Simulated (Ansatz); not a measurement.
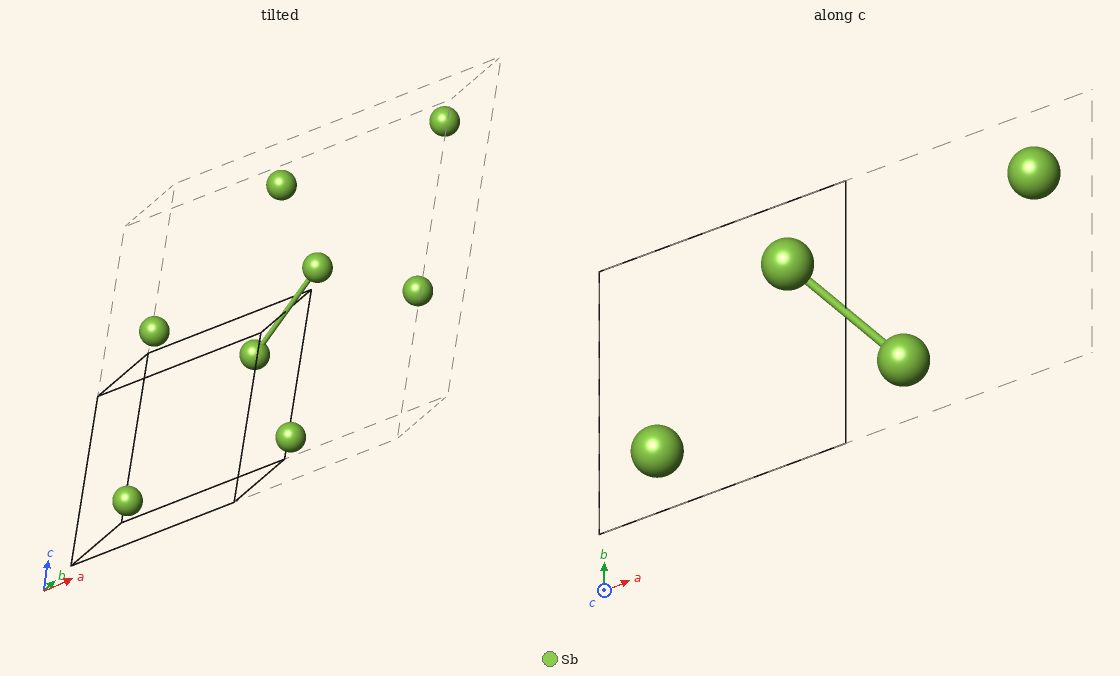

We look at a ball-and-stick model of the crystal slightly off an axis and along the c axis. The solid frame is a single simulation cell within a 2×1×2 block.

The calculation's input:
```yaml
crystal:
  lattice:
    - [2.1600021098, 1.2470777995, 3.6971197533]
    - [-2.1600021098, 1.2470777995, 3.6971197533]
    - [0.0, -2.4941555991, 3.6971197533]
  atoms:
    - { symbol: Sb, position: [0.2355428626, 0.2355428626, 0.2355428626] }
    - { symbol: Sb, position: [0.7644571374, 0.7644571374, 0.7644571374] }
basis:
  ecutwfc: 420
  ecutrho_ratio: 4
kpoints:
  mp_grid: { grid: [12, 12, 12] }
  band_path:
    path:
      - [[0.0, 0.0, 0.0], [0.5, 0.5, 0.5], [0.75748103, 0.24251897, 0.5]]
      - [[0.5, -0.24251897, 0.24251897], [0.5, 0.0, 0.0], [0.0, 0.0, 0.0], [0.37125949, -0.37125949, 0.0]]
      - [[0.62874051, 0.0, 0.37125949], [0.5, 0.0, 0.5], [0.0, 0.0, 0.0]]
    npoints: 14
hamiltonian:
  xc: pbesol
scf:
  occupations: { method: gaussian, width: 0.05 }
output:
  forces: true
  stress: true
  eigenvalues: true
  populations: true
  dos: { projected: true, de: 0.02, nscf_kmesh: { grid: [18, 18, 18] } }
  bader: true
```

The calculation used DFT PBEsol, scalar-relativistic, plane waves, PAW in Ansatz, with plane-wave cutoff 420 eV, k-grid 12×12×12, Gaussian smearing of 0.05 eV, no spin polarisation.

What is the band gap, if any?

A metal: bands cross the Fermi level.

What pressure does the calculation give for this cell?

The computed pressure is 0.0 GPa, close to zero.

The initial geometry was a structure type known for this element. Earlier steps of the study may have refined or changed the cell and positions. It went into a calculation with Ansatz.
